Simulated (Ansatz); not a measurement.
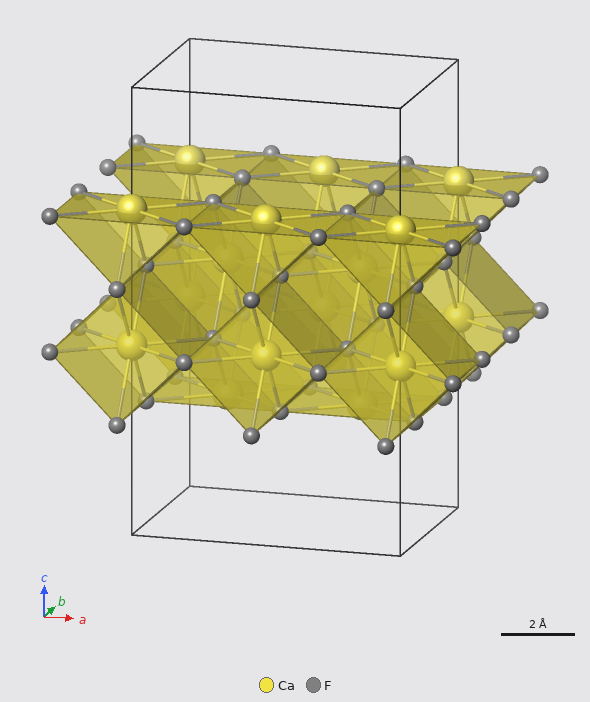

Figure 1. The structure as given in the input (polyhedral view of the cell of the calculation, with the vacuum cut short, seen slightly off an axis; polyhedra are completed across the faces of the cell). An atom can appear more than once, as a periodic image.

# Geometry relaxation, with input and output: CaF₂ (part 1 of 3)

CaF₂ (slab, 24 atoms in the cell), computed with DFT PBE, scalar-relativistic, plane waves, PAW, no spin polarisation (Ansatz 0.2.0).

The structure derives from an entry of the Crystallography Open Database. The input holds or restrains some coordinates. Forces given for the steps count only the free coordinates. It belongs to a series of runs on one base structure; here: clean slab, lower planes held.

The program's output
```
Engine: ansatz 0.2.0, x86_64-unknown-linux-gnu
Pseudopotentials: kind: paw
Pseudopotential: Ca, paw, valence charge 10, recommended cutoff 420 eV (normal), Ca.paw.azcp
Pseudopotential: F, paw, valence charge 7, recommended cutoff 420 eV (normal), F.paw.azcp
Functional definition: PBE
  parameter kappa = 0.804
  parameter beta = 0.06672455060314922
  exchange = pbe_x(kappa = kappa, mu = beta*pi^2/3)
  correlation = pbe_c(beta = beta)
Crystal: 24 atoms, lattice volume = 938.065 Å³
Basis set: ecut = 420 eV, 18317 PW (Γ), exchange–correlation on 108×80×300 points (8 copies of the dense FFT grid, shifted against one another)
Bands: 120, of which v1, the nominal top of the filled ones, is band 96 counted from 1 (95 counted from 0)
Symmetry: 8 space group operations
k-points: 4 of 6
Non-local potential: Ca, projectors of the file, l = 0: 3, l = 1: 2, l = 2: 2
Non-local potential: F, projectors of the file, l = 0: 2, l = 1: 2, l = 2: 1
PAW form: soft (Blöchl's): semilocal exchange-correlation on the pseudo side does not see the compensation charge
PAW one-centre angular grid: Ca, 110 points (default); XC on 64 Gauss nodes
PAW one-centre angular grid: F, 110 points (default); XC on 64 Gauss nodes
Initial density: superposition of atomic densities (neutral atoms: chi_scale 0, normalization atom), corrected by the library's trained network
Initial wavefunctions: pseudopotential atomic-orbital guess
Functional: x = pbe(κ = 0.804, μ = 0.2195149727645171), c = pbe(β = 0.06672455060314922)
SCF iter   1: F=—  HF=-27514.610128 eV  |F-HF|=—  |Δ(HF+E_count)|=         —  Δρ=9.57e-4  dr2=1.17e-2  ethr=1.77e-3  p=0.000 e·Å  D=9.59e-14 V/Å  ΔV_dip=-0.00 eV  dr2_dipole=6.37e-9  V_vac-E_F(+/−)=3.54/3.54 eV  ⟨swp⟩=8.5  Hψ=2235  notcnv=0  defer=28
efield: sawtooth ramp at fractional position 0.9800 (placed from the atoms, in the widest stretch of the axis that holds none; the zero of the levels goes with the place), width 0.0400; the density the first Hamiltonian is built on has a dipole p = 0.000 e·Å; the dipole correction subtracts the counter field D = 9.59e-14 V/Å, which shifts the + side's vacuum level by -0.00 eV against the − side's; the planar-averaged density in the ramp window peaks in size at 1.2e-6 e/Å³
preconditioner: auto → Resta (q_TF=auto, 2.094 Å⁻¹)  ε∞=1.9  [insulator: Δε(μ)=4.947 eV  Ē_g=16.737 eV  σ=0.050 eV  W_gap=1.00  n_scr=148 (ndim 8)  ℏωp=16.1 eV  f_vac=0.624  D(μ)=0.00/eV (n_scr^D=0)  ε∞_Penn≈1.9  vacuum switching on, ρ_ref=2.0e-2 e/Å³]
SCF iter   2: F=—  HF=-27514.618464 eV  |F-HF|=—  |Δ(HF+E_count)|=   8.34e-3  Δρ=7.64e-4  dr2=3.57e-3  ethr=6.12e-6  p=-0.000 e·Å  D=-1.31e-5 V/Å  ΔV_dip=0.00 eV  dr2_dipole=2.91e-9  V_vac-E_F(+/−)=3.48/3.48 eV  ⟨swp⟩=2.0  Hψ=924  notcnv=0  defer=75
SCF iter   3: F=—  HF=-27514.618688 eV  |F-HF|=—  |Δ(HF+E_count)|=   2.24e-4  Δρ=1.84e-4  dr2=3.08e-4  ethr=1.86e-6  p=-0.000 e·Å  D=-6.56e-6 V/Å  ΔV_dip=0.00 eV  dr2_dipole=6.73e-10  V_vac-E_F(+/−)=3.48/3.48 eV  ⟨swp⟩=2.0  Hψ=727  notcnv=0  defer=75
SCF iter   4: F=—  HF=-27514.619457 eV  |F-HF|=—  |Δ(HF+E_count)|=   7.69e-4  Δρ=7.30e-5  dr2=4.28e-5  ethr=1.60e-7  p=0.000 e·Å  D=9.66e-7 V/Å  ΔV_dip=-0.00 eV  dr2_dipole=1.53e-11  V_vac-E_F(+/−)=3.46/3.46 eV  ⟨swp⟩=2.0  Hψ=711  notcnv=0  defer=75
iter 5 did not close the SCF: its close was put off for the readings that it lacked (scf_convergence_deferred on its scf_iter line)
SCF iter   5: F=-27514.619550 eV  HF=-27514.619550 eV  |F-HF|=1.88e-7  |Δ(HF+E_count)|=   9.33e-5  Δρ=2.33e-5  dr2=3.64e-6  ethr=2.23e-8  p=0.000 e·Å  D=5.05e-7 V/Å  ΔV_dip=-0.00 eV  dr2_dipole=2.78e-12  V_vac-E_F(+/−)=3.45/3.45 eV  ⟨swp⟩=2.0  Hψ=667  notcnv=0  defer=76
SCF iter   6: F=-27514.619551 eV  HF=-27514.619551 eV  |F-HF|=5.63e-8  |Δ(HF+E_count)|=   1.32e-6  Δρ=9.26e-6  dr2=4.54e-7  ethr=1.89e-9  p=0.000 e·Å  D=1.40e-7 V/Å  ΔV_dip=-0.00 eV  dr2_dipole=1.43e-13  V_vac-E_F(+/−)=3.45/3.45 eV  ⟨swp⟩=22.0  Hψ=4715  notcnv=0
SCF 1 converged in 6 iterations: F = -27514.619551 eV  dr2 = 4.54e-7
  greatest PAW one-centre occupation: 0.995 electrons in one spin orbital (limit 2), on the Ca atom at site 13 (counted from 0), in its partial waves of l = 0
relax step   1: F+E_penalty+E_count = -27514.61955144 eV  Δ(F+E_penalty+E_count) = +0.000e0 eV  max|allowed force component| = 1.320e0 eV/Å  Δτ_max = 0.0000 Å  (6 SCF iters, dr2 threshold 2.25e-5 eV, accepted)
Initial density: handed on by an earlier stage of this run
Initial wavefunctions: those handed on with the density
iter 1 solved again at ethr=1.92e-4 eV; its pass at ethr=3.10e-3 eV (dr2=3.68e-1 eV) is discarded
SCF iter   1: F=—  HF=-27515.011272 eV  |F-HF|=—  |Δ(HF+E_count)|=         —  Δρ=4.20e-3  dr2=3.67e-1  ethr=1.92e-4  p=0.000 e·Å  D=6.24e-8 V/Å  ΔV_dip=-0.00 eV  dr2_dipole=1.99e-2  V_vac-E_F(+/−)=3.42/3.42 eV  ⟨swp⟩=1.0  Hψ=1968  notcnv=0  defer=59
efield: sawtooth ramp at fractional position 0.9800 (handed on by an earlier solve), width 0.0400; the density the first Hamiltonian is built on has a dipole p = 0.000 e·Å; the dipole correction subtracts the counter field D = 6.24e-8 V/Å, which shifts the + side's vacuum level by -0.00 eV against the − side's; the planar-averaged density in the ramp window peaks in size at 6.0e-7 e/Å³
preconditioner: auto → Resta (q_TF=auto, 2.094 Å⁻¹)  ε∞=1.9  [insulator: Δε(μ)=4.979 eV  Ē_g=16.890 eV  σ=0.050 eV  W_gap=1.00  n_scr=148 (ndim 8)  ℏωp=16.1 eV  f_vac=0.626  D(μ)=0.00/eV (n_scr^D=0)  ε∞_Penn≈1.9  vacuum switching on, ρ_ref=2.1e-2 e/Å³]
SCF iter   2: F=—  HF=-27514.899636 eV  |F-HF|=—  |Δ(HF+E_count)|=   1.12e-1  Δρ=2.04e-3  dr2=6.30e-2  ethr=1.91e-4  p=-0.163 e·Å  D=-3.15e-2 V/Å  ΔV_dip=0.69 eV  dr2_dipole=2.89e-3  V_vac-E_F(+/−)=4.03/3.34 eV  ⟨swp⟩=3.2  Hψ=801  notcnv=0  defer=59
SCF iter   3: F=—  HF=-27514.899804 eV  |F-HF|=—  |Δ(HF+E_count)|=   1.68e-4  Δρ=1.19e-3  dr2=8.61e-3  ethr=3.28e-5  p=-0.271 e·Å  D=-5.22e-2 V/Å  ΔV_dip=1.14 eV  dr2_dipole=1.36e-4  V_vac-E_F(+/−)=4.47/3.33 eV  ⟨swp⟩=3.2  Hψ=887  notcnv=0  defer=69
SCF iter   4: F=—  HF=-27514.899210 eV  |F-HF|=—  |Δ(HF+E_count)|=   5.94e-4  Δρ=3.90e-4  dr2=1.07e-3  ethr=4.49e-6  p=-0.288 e·Å  D=-5.55e-2 V/Å  ΔV_dip=1.21 eV  dr2_dipole=4.31e-6  V_vac-E_F(+/−)=4.51/3.30 eV  ⟨swp⟩=2.2  Hψ=826  notcnv=0  defer=69
SCF iter   5: F=-27514.899250 eV  HF=-27514.899254 eV  |F-HF|=3.47e-6  |Δ(HF+E_count)|=   4.38e-5  Δρ=8.24e-5  dr2=5.40e-5  ethr=5.21e-8  p=-0.296 e·Å  D=-5.70e-2 V/Å  ΔV_dip=1.25 eV  dr2_dipole=1.90e-9  V_vac-E_F(+/−)=4.55/3.31 eV  ⟨swp⟩=26.0  Hψ=5676  notcnv=0
SCF 2 converged in 5 iterations: F = -27514.899250 eV  dr2 = 5.40e-5
  greatest PAW one-centre occupation: 0.995 electrons in one spin orbital (limit 2), on the Ca atom at site 7 (counted from 0), in its partial waves of l = 0
relax step   2: F+E_penalty+E_count = -27514.89925018 eV  Δ(F+E_penalty+E_count) = -2.797e-1 eV  max|allowed force component| = 3.705e-1 eV/Å  Δτ_max = 0.1977 Å  (5 SCF iters, dr2 threshold 1.00e-4 eV, accepted)
SCF iter   1: F=—  HF=-27514.984776 eV  |F-HF|=—  |Δ(HF+E_count)|=         —  Δρ=1.46e-3  dr2=5.02e-2  ethr=1.62e-4  p=-0.296 e·Å  D=-5.70e-2 V/Å  ΔV_dip=1.25 eV  dr2_dipole=3.58e-3  V_vac-E_F(+/−)=4.59/3.34 eV  ⟨swp⟩=4.8  Hψ=1017  notcnv=0  defer=71
efield: sawtooth ramp at fractional position 0.9800 (handed on by an earlier solve), width 0.0400; the density the first Hamiltonian is built on has a dipole p = -0.296 e·Å; the dipole correction subtracts the counter field D = -5.70e-2 V/Å, which shifts the + side's vacuum level by +1.25 eV against the − side's; the planar-averaged density in the ramp window peaks in size at 2.7e-7 e/Å³
preconditioner: auto → Resta (q_TF=auto, 2.094 Å⁻¹)  ε∞=1.9  [insulator: Δε(μ)=4.824 eV  Ē_g=17.007 eV  σ=0.050 eV  W_gap=1.00  n_scr=148 (ndim 8)  ℏωp=16.1 eV  f_vac=0.626  D(μ)=0.00/eV (n_scr^D=0)  ε∞_Penn≈1.9  vacuum switching on, ρ_ref=2.1e-2 e/Å³]
SCF iter   2: F=—  HF=-27514.965415 eV  |F-HF|=—  |Δ(HF+E_count)|=   1.94e-2  Δρ=6.44e-4  dr2=7.43e-3  ethr=2.61e-5  p=-0.232 e·Å  D=-4.47e-2 V/Å  ΔV_dip=0.98 eV  dr2_dipole=4.49e-4  V_vac-E_F(+/−)=4.36/3.39 eV  ⟨swp⟩=2.0  Hψ=696  notcnv=0  defer=71
SCF iter   3: F=—  HF=-27514.961691 eV  |F-HF|=—  |Δ(HF+E_count)|=   3.72e-3  Δρ=2.69e-4  dr2=4.37e-4  ethr=3.87e-6  p=-0.195 e·Å  D=-3.76e-2 V/Å  ΔV_dip=0.82 eV  dr2_dipole=6.92e-6  V_vac-E_F(+/−)=4.23/3.41 eV  ⟨swp⟩=2.0  Hψ=682  notcnv=0  defer=71
SCF iter   4: F=—  HF=-27514.961613 eV  |F-HF|=—  |Δ(HF+E_count)|=   7.80e-5  Δρ=1.21e-4  dr2=8.05e-5  ethr=2.28e-7  p=-0.191 e·Å  D=-3.68e-2 V/Å  ΔV_dip=0.80 eV  dr2_dipole=2.35e-7  V_vac-E_F(+/−)=4.22/3.41 eV  ⟨swp⟩=2.0  Hψ=791  notcnv=0  defer=71
iter 5 did not close the SCF: its close was put off until two iterations running show no level that it waits for move by more than its bar (scf_convergence_deferred on its scf_iter line)
SCF iter   5: F=-27514.961602 eV  HF=-27514.961601 eV  |F-HF|=3.43e-7  |Δ(HF+E_count)|=   1.14e-5  Δρ=2.52e-5  dr2=3.93e-6  ethr=4.47e-9  p=-0.190 e·Å  D=-3.66e-2 V/Å  ΔV_dip=0.80 eV  dr2_dipole=5.54e-10  V_vac-E_F(+/−)=4.21/3.41 eV  ⟨swp⟩=22.0  Hψ=4827  notcnv=0
iter 6 did not close the SCF: its close was put off until two iterations running show no level that it waits for move by more than its bar (scf_convergence_deferred on its scf_iter line)
SCF iter   6: F=-27514.961602 eV  HF=-27514.961602 eV  |F-HF|=5.66e-8  |Δ(HF+E_count)|=   8.19e-7  Δρ=6.07e-6  dr2=1.90e-7  ethr=2.05e-9  p=-0.189 e·Å  D=-3.65e-2 V/Å  ΔV_dip=0.80 eV  dr2_dipole=6.72e-13  V_vac-E_F(+/−)=4.21/3.41 eV  ⟨swp⟩=12.8  Hψ=3826  notcnv=0
SCF iter   7: F=-27514.961602 eV  HF=-27514.961602 eV  |F-HF|=4.66e-8  |Δ(HF+E_count)|=   1.08e-7  Δρ=3.38e-6  dr2=6.54e-8  ethr=9.90e-11  p=-0.189 e·Å  D=-3.65e-2 V/Å  ΔV_dip=0.80 eV  dr2_dipole=7.30e-13  V_vac-E_F(+/−)=4.21/3.41 eV  ⟨swp⟩=7.5  Hψ=3173  notcnv=0
SCF 3 converged in 7 iterations: F = -27514.961602 eV  dr2 = 6.54e-8
relax step   3: F+E_penalty+E_count = -27514.96160224 eV  Δ(F+E_penalty+E_count) = -6.235e-2 eV  max|allowed force component| = 1.250e-1 eV/Å  Δτ_max = 0.0410 Å  (7 SCF iters, dr2 threshold 8.58e-6 eV, accepted)
SCF iter   1: F=—  HF=-27514.969584 eV  |F-HF|=—  |Δ(HF+E_count)|=         —  Δρ=6.00e-4  dr2=4.83e-3  ethr=5.92e-5  p=-0.189 e·Å  D=-3.65e-2 V/Å  ΔV_dip=0.80 eV  dr2_dipole=4.37e-4  V_vac-E_F(+/−)=4.22/3.42 eV  ⟨swp⟩=3.0  Hψ=930  notcnv=0  defer=77
efield: sawtooth ramp at fractional position 0.9800 (handed on by an earlier solve), width 0.0400; the density the first Hamiltonian is built on has a dipole p = -0.189 e·Å; the dipole correction subtracts the counter field D = -3.65e-2 V/Å, which shifts the + side's vacuum level by +0.80 eV against the − side's; the planar-averaged density in the ramp window peaks in size at 2.6e-7 e/Å³
preconditioner: auto → Resta (q_TF=auto, 2.094 Å⁻¹)  ε∞=1.9  [insulator: Δε(μ)=4.981 eV  Ē_g=16.957 eV  σ=0.050 eV  W_gap=1.00  n_scr=148 (ndim 8)  ℏωp=16.1 eV  f_vac=0.626  D(μ)=0.00/eV (n_scr^D=0)  ε∞_Penn≈1.9  vacuum switching on, ρ_ref=2.1e-2 e/Å³]
SCF iter   2: F=—  HF=-27514.967969 eV  |F-HF|=—  |Δ(HF+E_count)|=   1.61e-3  Δρ=3.20e-4  dr2=1.04e-3  ethr=2.51e-6  p=-0.168 e·Å  D=-3.25e-2 V/Å  ΔV_dip=0.71 eV  dr2_dipole=6.17e-5  V_vac-E_F(+/−)=4.14/3.43 eV  ⟨swp⟩=2.2  Hψ=751  notcnv=0  defer=74
SCF iter   3: F=—  HF=-27514.967014 eV  |F-HF|=—  |Δ(HF+E_count)|=   9.55e-4  Δρ=1.54e-4  dr2=1.31e-4  ethr=5.40e-7  p=-0.155 e·Å  D=-2.99e-2 V/Å  ΔV_dip=0.65 eV  dr2_dipole=1.15e-6  V_vac-E_F(+/−)=4.08/3.43 eV  ⟨swp⟩=2.0  Hψ=749  notcnv=0  defer=74
SCF iter   4: F=—  HF=-27514.966989 eV  |F-HF|=—  |Δ(HF+E_count)|=   2.47e-5  Δρ=5.56e-5  dr2=1.70e-5  ethr=6.84e-8  p=-0.154 e·Å  D=-2.97e-2 V/Å  ΔV_dip=0.65 eV  dr2_dipole=1.29e-9  V_vac-E_F(+/−)=4.07/3.43 eV  ⟨swp⟩=2.0  Hψ=757  notcnv=0  defer=74
iter 5 did not close the SCF: its close was put off until two iterations running show no level that it waits for move by more than its bar (scf_convergence_deferred on its scf_iter line)
SCF iter   5: F=-27514.966989 eV  HF=-27514.966989 eV  |F-HF|=9.00e-8  |Δ(HF+E_count)|=   2.17e-7  Δρ=1.08e-5  dr2=8.47e-7  ethr=6.41e-10  p=-0.154 e·Å  D=-2.96e-2 V/Å  ΔV_dip=0.65 eV  dr2_dipole=2.00e-8  V_vac-E_F(+/−)=4.07/3.43 eV  ⟨swp⟩=19.8  Hψ=4374  notcnv=0
SCF iter   6: F=-27514.966989 eV  HF=-27514.966989 eV  |F-HF|=9.94e-9  |Δ(HF+E_count)|=   2.91e-7  Δρ=2.60e-6  dr2=4.30e-8  ethr=4.41e-10  p=-0.154 e·Å  D=-2.96e-2 V/Å  ΔV_dip=0.65 eV  dr2_dipole=4.99e-10  V_vac-E_F(+/−)=4.07/3.43 eV  ⟨swp⟩=8.0  Hψ=3376  notcnv=0
SCF 4 converged in 6 iterations: F = -27514.966989 eV  dr2 = 4.30e-8
relax step   4: F+E_penalty+E_count = -27514.96698947 eV  Δ(F+E_penalty+E_count) = -5.387e-3 eV  max|allowed force component| = 7.160e-2 eV/Å  Δτ_max = 0.0284 Å  (6 SCF iters, dr2 threshold 1.23e-6 eV, accepted)
SCF iter   1: F=—  HF=-27514.968405 eV  |F-HF|=—  |Δ(HF+E_count)|=         —  Δρ=3.38e-4  dr2=2.52e-3  ethr=8.86e-6  p=-0.154 e·Å  D=-2.96e-2 V/Å  ΔV_dip=0.65 eV  dr2_dipole=4.82e-4  V_vac-E_F(+/−)=4.07/3.43 eV  ⟨swp⟩=3.5  Hψ=1128  notcnv=0  defer=76
efield: sawtooth ramp at fractional position 0.9800 (handed on by an earlier solve), width 0.0400; the density the first Hamiltonian is built on has a dipole p = -0.154 e·Å; the dipole correction subtracts the counter field D = -2.96e-2 V/Å, which shifts the + side's vacuum level by +0.65 eV against the − side's; the planar-averaged density in the ramp window peaks in size at 3.1e-7 e/Å³
preconditioner: auto → Resta (q_TF=auto, 2.094 Å⁻¹)  ε∞=1.9  [insulator: Δε(μ)=4.981 eV  Ē_g=16.980 eV  σ=0.050 eV  W_gap=1.00  n_scr=148 (ndim 8)  ℏωp=16.1 eV  f_vac=0.627  D(μ)=0.00/eV (n_scr^D=0)  ε∞_Penn≈1.9  vacuum switching on, ρ_ref=2.1e-2 e/Å³]
SCF iter   2: F=—  HF=-27514.967857 eV  |F-HF|=—  |Δ(HF+E_count)|=   5.48e-4  Δρ=1.96e-4  dr2=4.71e-4  ethr=1.31e-6  p=-0.175 e·Å  D=-3.38e-2 V/Å  ΔV_dip=0.74 eV  dr2_dipole=6.33e-5  V_vac-E_F(+/−)=4.16/3.43 eV  ⟨swp⟩=2.0  Hψ=767  notcnv=0  defer=76
SCF iter   3: F=—  HF=-27514.967827 eV  |F-HF|=—  |Δ(HF+E_count)|=   3.02e-5  Δρ=1.09e-4  dr2=7.11e-5  ethr=2.45e-7  p=-0.188 e·Å  D=-3.63e-2 V/Å  ΔV_dip=0.79 eV  dr2_dipole=1.27e-6  V_vac-E_F(+/−)=4.22/3.42 eV  ⟨swp⟩=2.0  Hψ=730  notcnv=0  defer=76
SCF iter   4: F=—  HF=-27514.967167 eV  |F-HF|=—  |Δ(HF+E_count)|=   6.60e-4  Δρ=4.46e-5  dr2=1.15e-5  ethr=3.70e-8  p=-0.190 e·Å  D=-3.66e-2 V/Å  ΔV_dip=0.80 eV  dr2_dipole=1.21e-8  V_vac-E_F(+/−)=4.22/3.42 eV  ⟨swp⟩=2.0  Hψ=817  notcnv=0  defer=76
SCF iter   5: F=—  HF=-27514.967166 eV  |F-HF|=—  |Δ(HF+E_count)|=   7.35e-7  Δρ=9.38e-6  dr2=5.90e-7  ethr=5.98e-9  p=-0.190 e·Å  D=-3.67e-2 V/Å  ΔV_dip=0.80 eV  dr2_dipole=4.72e-9  V_vac-E_F(+/−)=4.22/3.42 eV  ⟨swp⟩=2.0  Hψ=724  notcnv=0  defer=76
SCF iter   6: F=-27514.967167 eV  HF=-27514.967167 eV  |F-HF|=9.96e-9  |Δ(HF+E_count)|=   1.54e-7  Δρ=2.74e-6  dr2=4.55e-8  ethr=5.21e-11  p=-0.190 e·Å  D=-3.67e-2 V/Å  ΔV_dip=0.80 eV  dr2_dipole=3.77e-10  V_vac-E_F(+/−)=4.22/3.42 eV  ⟨swp⟩=20.2  Hψ=3962  notcnv=0
SCF 5 converged in 6 iterations: F = -27514.967167 eV  dr2 = 4.55e-8
relax step   5: F+E_penalty+E_count = -27514.96716657 eV  Δ(F+E_penalty+E_count) = -1.771e-4 eV  max|allowed force component| = 6.995e-2 eV/Å  Δτ_max = 0.0138 Å  (6 SCF iters, accepted)
```
